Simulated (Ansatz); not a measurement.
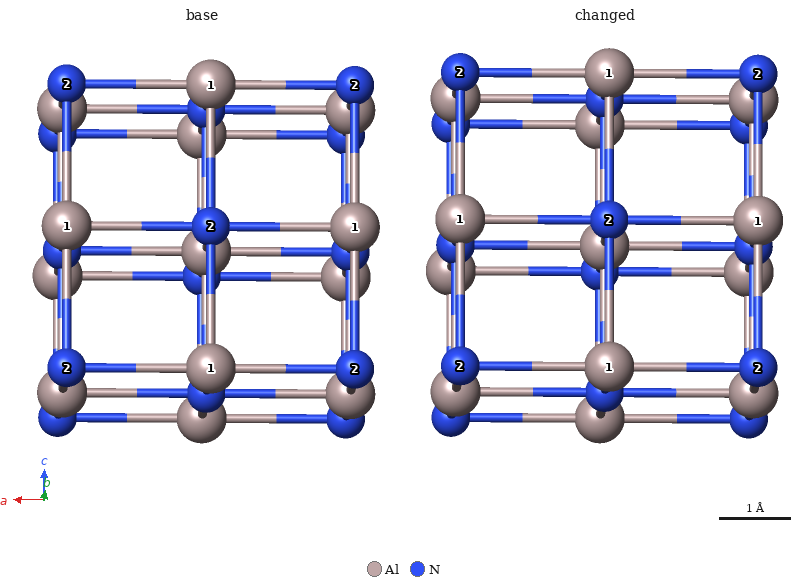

Left: a symmetric starting cell of AlN. Right: the same structure after one change, at the same scale. A ball-and-stick model of the conventional cell (4 times the calculation's cell), seen from a free direction. Lengths and directions refer to the drawn axes.

All numbers below come from DFT PBEsol, scalar-relativistic, plane waves, PAW in Ansatz. Set-up: plane-wave cutoff 420 eV; k-point mesh 10 × 10 × 10; occupations gaussian; smearing width 0.02 eV; no spin polarisation.

Which change leads from the left to the right?

Answer. All lengths are scaled by +3.4 % (volume +10.5 %), the atoms keeping their fractional coordinates. No relaxation follows. The starting cell wasn't computed here and needn't be at equilibrium, so pressure and forces aren't due to the change alone.

What does the change do?

Answer. Among the bonded contacts that change: Al–N 2.035 → 2.103 Å. The space group stays Fm-3m (No. 225). The pressure is −24.3 GPa (not all of it need come from the change, since the unchanged cell can be under pressure at this level too). All forces vanish by symmetry.
